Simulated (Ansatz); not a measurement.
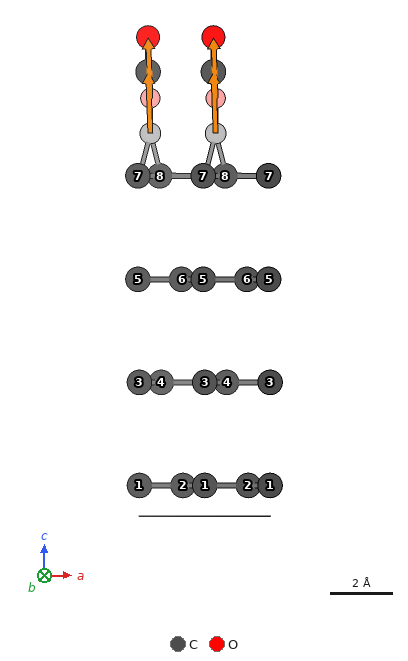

A constrained relaxation of a slab of composition C$_{9}$O (cut from the P6_3/mmc phase). The starting structure is drawn faded, the final one solid; orange arrows show the displacements, at their true length.

The picture is a ball-and-stick view of the 2 × 2 repeat of the cell, outlined in the plane, without the vacuum, seen along the b axis.

Case: CO put at a bridge C-C site. The slab is the (0 0 1) face of C with CO on it. 4 atoms are held fixed.

The calculation used DFT PBE+D3(BJ), scalar-relativistic, plane waves, PAW (Ansatz). (plane-wave cutoff 420 eV; k-point mesh 12 × 12 × 1; occupations gaussian; smearing width 0.1 eV; no spin polarisation; dipole correction; atoms relaxed in a fixed cell; force threshold 0.03 eV/Å; at most 70 steps)

Question: What did the optimiser do to the structure, and how much energy did it gain?

Answer: Over 32 accepted moves (33 points after the start) the energy falls by 3.132 eV per cell of the calculation. Largest force component: 4 eV/Å at the start, 0.015 eV/Å at the end. The line search rejected the trial step at point 32 of the run. The forces were under the threshold at step 28, but the run went on from there. The largest moves, 2.02 Å, are those of C and O atoms. Largest moves by element: C 2.02 Å, O 2.00 Å. The cell doesn't change. Near-neighbour distances that change, for instance: C–C 1.570 → 3.479 Å, C–O 1.150 → 1.134 Å. Bonds break, among them: C–C (1.57 → 3.46 Å), C–C (1.57 → 3.48 Å).

Limits of the set-up: the periodic images lie only 2.5 Å apart, so the values are limited by the cell's size.
